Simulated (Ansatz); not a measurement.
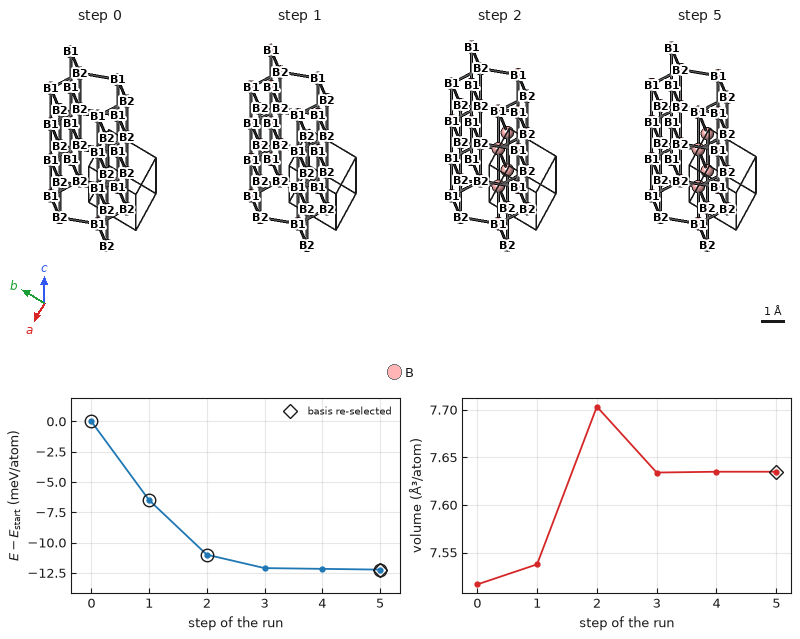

Frames of a relaxation of crystalline B (a generated structure, set up in P6/mmm) (coarse preliminary run), marked on the history of the run. Style: ball-and-stick. Shown: the cell of the calculation, repeated 2 × 2 × 3 with one cell outlined, from a free direction.

Method: Ansatz 0.2.0, DFT PBE, scalar-relativistic, plane waves, PAW. (plane-wave cutoff 420 eV; k-point mesh 6 × 6 × 8; occupations gaussian; smearing width 0.1 eV; no spin polarisation; cell and atoms relaxed; force threshold 0.04 eV/Å; at most 70 steps)

Q: What happens along the run?

A: After 4 accepted moves (5 points after the start) the energy has fallen by 12.2 meV per atom. All forces vanish by symmetry, so only the cell relaxes. The pressure goes from 0.99 to 0.08 GPa. The SCF was repeated once at an unchanged geometry on a basis and grid sized afresh for the cell, which shifted the energy by 0.1 meV per atom at most. The atoms keep their places relative to the cell (all moves are under 0.005 Å). Cell: a = b 3.025 → 2.998 Å (−0.9 %), c 1.897 → 1.962 Å (+3.4 %). Volume +1.6 %. Near-neighbour distances that change, for instance: B1–B1 1.897 → 1.962 Å, B1–B2 1.746 → 1.731 Å. The space group stays P6/mmm (No. 191). Cost: 3 s on 1 thread of Arm Neoverse V1, with other jobs on the host, peak memory 0.25 GiB. From step 0 to 1: volume +0.3 %, energy −6.5 meV per atom. From step 1 to 2: volume +2.2 %, energy −4.5 meV per atom. From step 2 to 5: volume −0.9 %, energy −1.2 meV per atom.

```json
{"step": "0", "E − E(0), meV/atom": "0.00", "pressure, GPa": "0.99", "volume, Å³/atom": "7.516", "note": ""}
{"step": "1", "E − E(0), meV/atom": "-6.49", "pressure, GPa": "1.26", "volume, Å³/atom": "7.538", "note": ""}
{"step": "2", "E − E(0), meV/atom": "-10.99", "pressure, GPa": "-1.10", "volume, Å³/atom": "7.703", "note": ""}
{"step": "3", "E − E(0), meV/atom": "-12.09", "pressure, GPa": "-0.06", "volume, Å³/atom": "7.634", "note": ""}
{"step": "4", "E − E(0), meV/atom": "-12.16", "pressure, GPa": "0.06", "volume, Å³/atom": "7.635", "note": ""}
{"step": "5", "E − E(0), meV/atom": "-12.22", "pressure, GPa": "0.08", "volume, Å³/atom": "7.635", "note": "same geometry, new basis"}
```

Limits of the set-up: the k-point mesh is coarse for a cell with partly filled bands.
